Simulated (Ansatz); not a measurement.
Single-point calculation, with input and output: Ti20Si (part 2 of 2)

The same run, continued: Ti20Si (slab, 21 atoms in the cell); DFT PBE+D3(BJ), scalar-relativistic, plane waves, PAW, PAW set soft_1, no spin polarisation (Ansatz 0.2.0); cutoff 420 eV, 6×6×1 k-mesh, Gaussian smearing of 0.1 eV. The structure derives from an entry of the Crystallography Open Database.

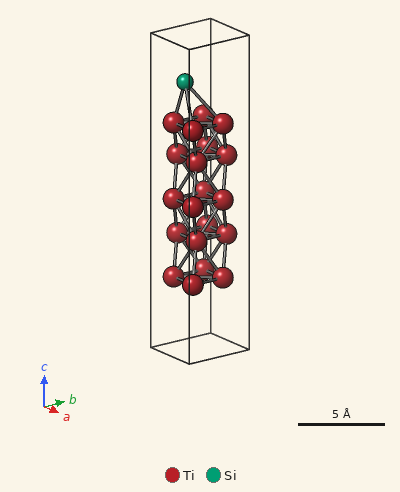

Figure 1. The input geometry (ball-and-stick view of the cell of the calculation, with the vacuum cut short, seen slightly off an axis). An atom can appear more than once, as a periodic image.

**Output, continued**
```
  k-point 1: bands = ["-53.0628", "-53.0536", "-52.9857", "-52.9702", "-52.9638", "-52.9635", "-52.9618", "-52.8858", "-52.8257", "-52.7871", "-52.7849", "-52.7759", "-52.7748", "-52.7573", "-52.7525", "-52.7516", "-52.7415", "-52.7326", "-52.7310", "-52.7063", "-29.6095", "-29.5873", "-29.5506", "-29.5497", "-29.5396", "-29.5354", "-29.5280", "-29.5189", "-29.5108", "-29.4974", "-29.4663", "-29.4625", "-29.4573", "-29.4374", "-29.3541", "-29.3471", "-29.3330", "-29.2960", "-29.2801", "-29.2692", "-29.2533", "-29.1908", "-29.1868", "-29.1536", "-29.1519", "-29.1433", "-29.1290", "-29.1162", "-29.1145", "-29.0997", "-29.0620", "-29.0545", "-29.0451", "-29.0229", "-29.0084", "-29.0028", "-28.9995", "-28.9849", "-28.9677", "-28.9624", "-28.9585", "-28.9548", "-28.9474", "-28.9433", "-28.9220", "-28.9192", "-28.9057", "-28.8982", "-28.8904", "-28.8769", "-28.8611", "-28.8589", "-28.8530", "-28.8384", "-28.8328", "-28.8256", "-28.8016", "-28.7906", "-28.7809", "-28.7559", "-2.6320", "-1.9598", "-1.2119", "-0.2087", "0.6647", "0.9562", "1.0775", "1.0934", "1.1936", "1.1969", "1.2714", "1.2802", "1.3658", "1.5401", "1.5526", "1.5726", "1.6143", "1.6240", "1.7928", "1.8014", "1.8118", "2.2527", "2.2807", "2.2989", "2.5664", "2.6257", "2.6454", "2.7815", "2.8208", "2.8417", "2.9792", "2.9863", "3.0096", "3.3560", "3.4846", "3.5371", "3.6461", "3.8094", "3.9361", "3.9760", "3.9894", "3.9990", "4.1112", "4.2446", "4.2749", "4.3142", "4.3398", "4.4033", "4.4676", "4.5090", "4.5179", "4.5394", "4.5715", "4.5971", "4.6107", "4.6834", "4.6939", "4.7016", "4.7046", "4.7310", "4.7759", "4.8130", "4.8241", "4.8387", "4.8926", "4.9379", "4.9658"]
  k-point 2: bands = ["-53.0523", "-53.0361", "-52.9879", "-52.9868", "-52.9696", "-52.9639", "-52.9635", "-52.8664", "-52.8128", "-52.8083", "-52.7796", "-52.7758", "-52.7750", "-52.7694", "-52.7527", "-52.7516", "-52.7476", "-52.7329", "-52.7311", "-52.7063", "-29.5804", "-29.5411", "-29.5148", "-29.5017", "-29.5002", "-29.4954", "-29.4855", "-29.4626", "-29.4603", "-29.4394", "-29.4318", "-29.4255", "-29.4111", "-29.3841", "-29.3257", "-29.3220", "-29.2997", "-29.2900", "-29.2699", "-29.2555", "-29.2418", "-29.2127", "-29.2004", "-29.1980", "-29.1885", "-29.1567", "-29.1504", "-29.1347", "-29.1219", "-29.0918", "-29.0875", "-29.0741", "-29.0630", "-29.0569", "-29.0462", "-29.0428", "-29.0282", "-29.0244", "-28.9901", "-28.9818", "-28.9712", "-28.9557", "-28.9430", "-28.9420", "-28.9314", "-28.9296", "-28.9269", "-28.9087", "-28.9058", "-28.9045", "-28.8916", "-28.8889", "-28.8715", "-28.8673", "-28.8591", "-28.8436", "-28.8191", "-28.8132", "-28.8074", "-28.7717", "-2.5196", "-1.4188", "-0.7131", "0.2490", "0.3110", "0.6997", "1.1093", "1.2502", "1.4071", "1.4129", "1.5112", "1.5216", "1.5321", "1.7309", "1.7436", "1.7610", "1.8893", "1.8955", "2.0172", "2.1784", "2.1878", "2.4549", "2.4997", "2.5255", "2.6003", "2.6483", "2.7034", "2.8419", "2.8728", "2.9077", "3.0731", "3.1201", "3.1310", "3.1532", "3.2539", "3.3640", "3.4363", "3.4921", "3.6444", "3.6833", "3.7244", "3.7804", "3.8226", "3.8734", "3.9896", "4.0173", "4.0398", "4.0779", "4.1544", "4.2424", "4.2698", "4.3078", "4.3302", "4.3544", "4.4026", "4.5125", "4.5336", "4.5411", "4.5535", "4.5818", "4.6185", "4.6670", "4.6971", "4.7399", "4.8245", "4.8964", "4.9194"]
  k-point 12: bands = ["-53.0376", "-53.0125", "-53.0117", "-53.0108", "-52.9641", "-52.9633", "-52.9585", "-52.8410", "-52.8367", "-52.7984", "-52.7873", "-52.7761", "-52.7752", "-52.7688", "-52.7532", "-52.7522", "-52.7511", "-52.7332", "-52.7325", "-52.7060", "-29.5563", "-29.5254", "-29.4779", "-29.4775", "-29.4664", "-29.4659", "-29.4655", "-29.4651", "-29.4261", "-29.4115", "-29.4008", "-29.3838", "-29.3498", "-29.3319", "-29.3260", "-29.3250", "-29.3040", "-29.2885", "-29.2870", "-29.2559", "-29.2442", "-29.2360", "-29.2291", "-29.2091", "-29.2043", "-29.1588", "-29.1492", "-29.1439", "-29.1308", "-29.1045", "-29.0752", "-29.0734", "-29.0678", "-29.0580", "-29.0579", "-29.0499", "-29.0490", "-29.0468", "-29.0074", "-28.9956", "-28.9952", "-28.9906", "-28.9756", "-28.9643", "-28.9574", "-28.9476", "-28.9177", "-28.9144", "-28.9096", "-28.9049", "-28.9000", "-28.9000", "-28.8896", "-28.8800", "-28.8500", "-28.8407", "-28.8361", "-28.8208", "-28.7958", "-28.7928", "-2.4658", "-0.6063", "-0.5899", "-0.0204", "0.0294", "0.8001", "0.8873", "1.5572", "1.5634", "1.5826", "1.6758", "1.6939", "1.6955", "1.8608", "1.8648", "1.9782", "1.9967", "2.0156", "2.0163", "2.4841", "2.4915", "2.6167", "2.6276", "2.6918", "2.7181", "2.7314", "2.7425", "2.8020", "2.8544", "2.9705", "2.9972", "3.0676", "3.0838", "3.1189", "3.2321", "3.2759", "3.3579", "3.3692", "3.3890", "3.4356", "3.4456", "3.5189", "3.5697", "3.7029", "3.7133", "3.7674", "3.8131", "3.9732", "3.9746", "4.0729", "4.0776", "4.1066", "4.1871", "4.1946", "4.2377", "4.3714", "4.4388", "4.4402", "4.4866", "4.5242", "4.5693", "4.6127", "4.6647", "4.8466", "4.8526", "4.9121", "4.9734"]
```

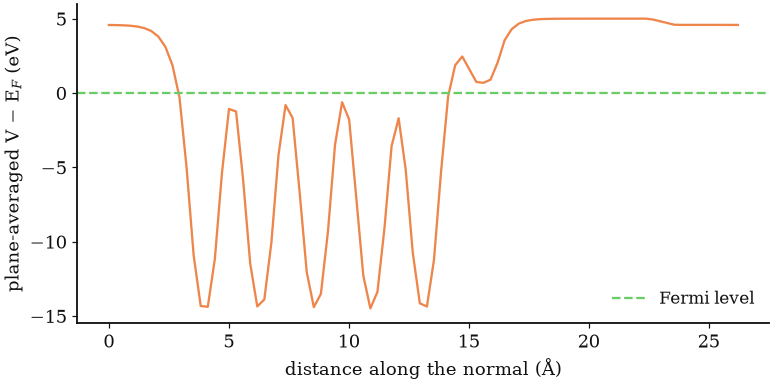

Figure 2. Plane average of the electrostatic potential energy of an electron across the cell, from the Fermi level. The vacuum level lies 5.00 eV above the Fermi level on the upper side and 4.58 eV on the lower.

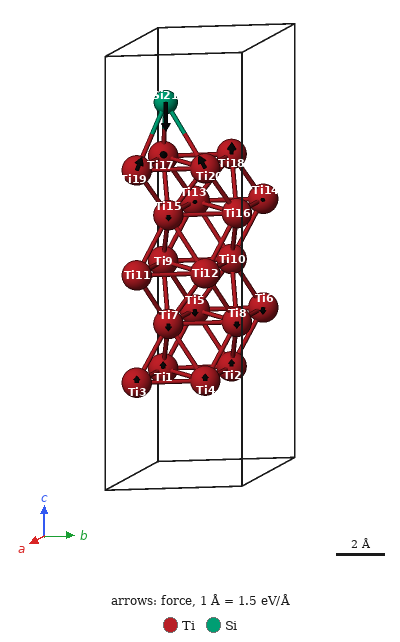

Figure 3. Forces on the atoms as black arrows (ball-and-stick view of the cell of the calculation, with the vacuum cut short, seen slightly off an axis; atoms are numbered from 1 in the order of the input); the smallest are left out. The largest act on Si21 (1.91 eV/Å); Ti19, Ti20 (0.95 eV/Å); Ti18 (0.82 eV/Å). The geometry is not a stationary point of this energy.

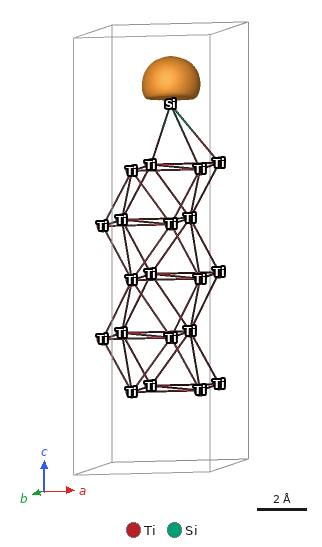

Figure 4. Isosurface of the electron localisation function at 0.85 (orange), seen at an oblique angle. Only the valence region is drawn (cores and ρ < 0.01 e/Å³ removed). Sticks mark near contacts. Values along the shortest contacts: Ti–Si (2.64 Å): the ELF is about 0.40 at the midpoint. Ti–Ti (2.73 Å): the ELF is about 0.20 at the midpoint (no shared electron pair). The fields are those of the smooth PAW valence density.

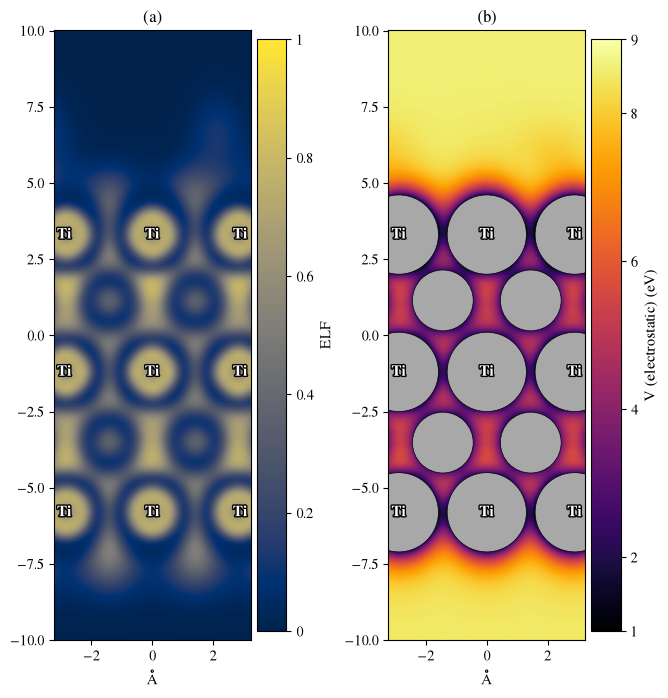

Figure 5. (a) ELF; (b) electrostatic potential energy of an electron on the (010) plane of the calculation cell, a cut from vacuum to vacuum. Grey discs, where drawn, cover atomic cores. Atoms in the plane: Ti. Ti–Ti (2.89 Å): the ELF is about 0.25 at the midpoint (no shared electron pair). The strong features right at Ti lie inside the PAW spheres (semicore, d or f shells) and say nothing about bonding.

This output came from the following input.

**Input**
```yaml
crystal:
  lattice:
    - [5.7723543929, 0.0, 0.0]
    - [-2.8861771965, 4.9990055439, 0.0]
    - [0.0, 0.0, 26.5136808743]
  atoms:
    - { symbol: Ti, position: [0.3333333333, 0.1666666667, 0.1508655105] }
    - { symbol: Ti, position: [0.3333333333, 0.6666666667, 0.1508655105] }
    - { symbol: Ti, position: [0.8333333333, 0.1666666667, 0.1508655105] }
    - { symbol: Ti, position: [0.8333333333, 0.6666666667, 0.1508655105] }
    - { symbol: Ti, position: [0.1666666667, 0.3333333333, 0.2371222875] }
    - { symbol: Ti, position: [0.1666666667, 0.8333333333, 0.2371222875] }
    - { symbol: Ti, position: [0.6666666667, 0.3333333333, 0.2371222875] }
    - { symbol: Ti, position: [0.6666666667, 0.8333333333, 0.2371222875] }
    - { symbol: Ti, position: [0.3333333333, 0.1666666667, 0.3246428107] }
    - { symbol: Ti, position: [0.3333333333, 0.6666666667, 0.3246428107] }
    - { symbol: Ti, position: [0.8333333333, 0.1666666667, 0.3246428107] }
    - { symbol: Ti, position: [0.8333333333, 0.6666666667, 0.3246428107] }
    - { symbol: Ti, position: [0.1666666667, 0.3333333333, 0.4130984707] }
    - { symbol: Ti, position: [0.1666666667, 0.8333333333, 0.4130984707] }
    - { symbol: Ti, position: [0.6666666667, 0.3333333333, 0.4130984707] }
    - { symbol: Ti, position: [0.6666666667, 0.8333333333, 0.4130984707] }
    - { symbol: Ti, position: [0.3333333333, 0.1666666667, 0.4946005399] }
    - { symbol: Ti, position: [0.3333333333, 0.6666666667, 0.4946005399] }
    - { symbol: Ti, position: [0.8333333333, 0.1666666667, 0.4946005399] }
    - { symbol: Ti, position: [0.8333333333, 0.6666666667, 0.4946005399] }
    - { symbol: Si, position: [0.5, 0.25, 0.5888914839] }
basis:
  ecutwfc: 420
kpoints:
  mp_grid: { grid: [6, 6, 1] }
hamiltonian:
  xc: pbe
  pseudopotentials: { kind: paw, azcp: { folder: soft_1 } }
  dispersion: d3bj
scf:
  occupations: { method: gaussian, width: 0.1 }
output:
  forces: true
  eigenvalues: true
  write_density: true
  write_potential: true
  elf: true
  volumetric_format: npy
efield:
  axis: 3
  dipole_correction: true
  ramp_width: 0.04
```

Command:
```bash
ansatz run input.yaml --threads 4 --pin off --max-ram 12288MiB --backend cpu --events-out ev --progress --plain --runs-dir out
```

**Summary**

| quantity | value |
| --- | --- |
| outcome | converged |
| electrons treated | 244 |
| free energy | −50631.4951 eV |
| work function, top face | 5.00 eV |
| work function, bottom face | 4.58 eV |
| Fermi energy | 3.771 eV |
| gap on the k-point mesh | none (metallic) |
| work function (upper face) | 5.00 eV |
| largest force (length of the vector) | 1.913 eV/Å |
| hardware | 4 threads of Arm Neoverse V2, 24 GiB of memory available, shared host |
| wall time | 88 s (CPU time 5.7 min) |
| peak memory | 2.7 GiB |

**Notes**

Warnings of the run: the exchange-correlation potential is rough where the density is thin.
